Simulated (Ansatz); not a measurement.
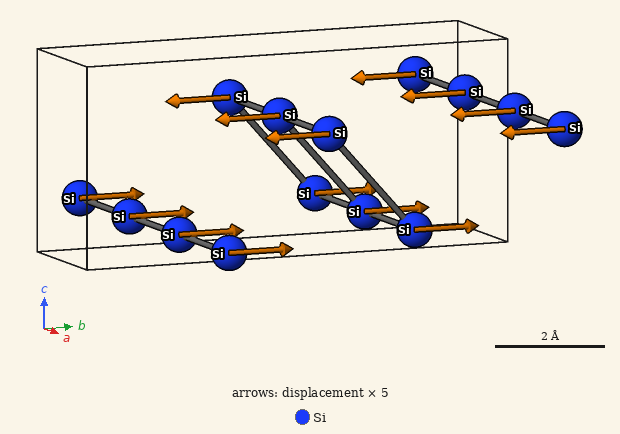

This is a relaxation of solid Si (set up in Cmcm). The starting structure is drawn; orange arrows show the displacements (the part carried along by the change of the cell is left out), 5 times their true length.

A ball-and-stick model of the conventional cell (2 times the calculation's cell), repeated 3 × 1 × 1 with one cell outlined, seen slightly off an axis. Lengths and directions refer to the drawn axes.

Case: 2 of 2 Ca taken out, relaxed.

Computed with Ansatz, DFT PBE, scalar-relativistic, plane waves, PAW.

The input:
```yaml
crystal:
  lattice:
    - [1.1725365647, -4.2299588284, 0.0]
    - [1.1725365647, 4.2299588284, 0.0]
    - [0.0, 0.0, 3.802022836]
  atoms:
    - { symbol: Si, position: [0.8986194932, 0.1013805068, 0.25] }
    - { symbol: Si, position: [0.1013805068, 0.8986194932, 0.75] }
basis:
  ecutwfc: 420
kpoints:
  mp_grid: { grid: [16, 16, 10] }
hamiltonian:
  xc: pbe
scf:
  occupations: { method: gaussian, width: 0.1 }
output:
  forces: true
  stress: true
  eigenvalues: true
  write_density: true
  write_potential: true
  elf: true
  volumetric_format: npy
relax:
  adjacent_minimum: "off"
  f_tol: 0.025
  max_steps: 70
  cell: { stress_tol: 0.12 }
```

Run as
```bash
ansatz run input.yaml --threads 2 --pin off --max-ram 5120MiB --backend cpu --events-out ev --progress --plain --runs-dir out
```

**Describe the change and its energy.**

The energy falls by 215 meV per atom in 11 accepted moves (14 points after the start). The largest force component goes from 0.48 to 0.0016 eV/Å. The pressure goes from −1.61 to 0.00 GPa. The line search rejected the trial steps at points 5, 11 of the run. At 1 point the geometry stayed and the basis and grid were re-selected for the new cell (energy shift of 0.3 meV per atom at most each time). The largest moves relative to the cell, 0.26 Å, are those of Si1 and Si2. Si1 goes along +b. The volume changes by −19.4 %, with a 2.345 → 2.661 Å (+13.5 %), b 8.460 → 6.615 Å (−21.8 %), c 3.802 → 3.452 Å (−9.2 %). Some distances before and after: Si1–Si2 3.363 → 2.614 Å, Si1–Si1 2.345 → 2.661 Å, Si1–Si2 (another image) 2.561 → 2.541 Å. New bonds form, among them: Si1–Si2 (3.36 → 2.61 Å). Among the angles between lasting bonds that change: Si2–Si1–Si2 95.9° → 85.6°. The space group stays Cmcm (No. 63). The run took 45 s on 2 threads of INTEL(R) XEON(R) PLATINUM 8581C CPU @ 2.10GHz (Emerald Rapids) (shared host), peak memory 0.54 GiB.
